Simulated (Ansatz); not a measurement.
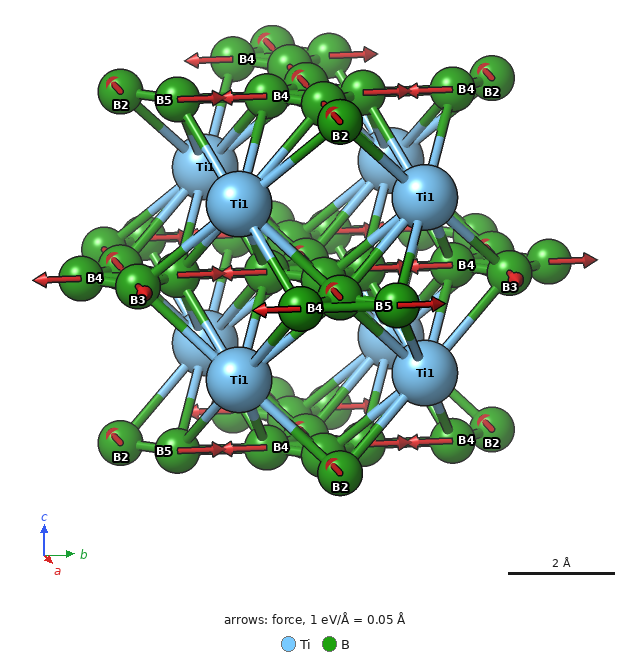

Starting geometry of crystalline TiB4 (a generated structure, set up in P4/mmm) (coarse preliminary run) with the computed forces as red arrows. Style: ball-and-stick. Shown: the atoms within 5.0 Å of the atom that moves most (axes of the cell of the calculation), slightly off an axis.

All numbers below come from DFT PBE, scalar-relativistic, plane waves, PAW in Ansatz 0.2.0. (plane-wave cutoff 420 eV; k-point mesh 6 × 6 × 6; occupations gaussian; smearing width 0.1 eV; no spin polarisation; cell and atoms relaxed; force threshold 0.04 eV/Å; at most 70 steps)

What follows when this structure is relaxed?

It isn't relaxed: the largest force vector, on B atoms, is 19.18 eV/Å. The atoms end up moving mostly along the starting forces (cosine between the two patterns 1.00). Over 9 accepted moves (11 points after the start) the energy falls by 1755 meV per atom. The largest force component goes from 19 to 0.0013 eV/Å. The pressure goes from 71.89 to −0.03 GPa. The SCF was repeated twice at an unchanged geometry on a basis and grid sized afresh for the cell, which shifted the energy by 6.7 meV per atom at most. The largest moves relative to the cell, 0.16 Å, are those of B2, B3, B4 and B5. B2 goes along −a. Ti stays in place. The volume changes by −2.5 %, with a = b 3.584 → 4.018 Å (+12.1 %), c 3.404 → 2.641 Å (−22.4 %). Among the contacts that change: Ti1–Ti1 3.404 → 2.641 Å, B2–B3 1.856 → 2.401 Å, B2–B4 1.313 → 1.698 Å, B2–B3 (another image) 1.728 → 1.617 Å. The space group stays P4/mmm (No. 123). Cost: 27 s on 1 thread of Arm Neoverse V1, on a shared host, peak memory 0.33 GiB.
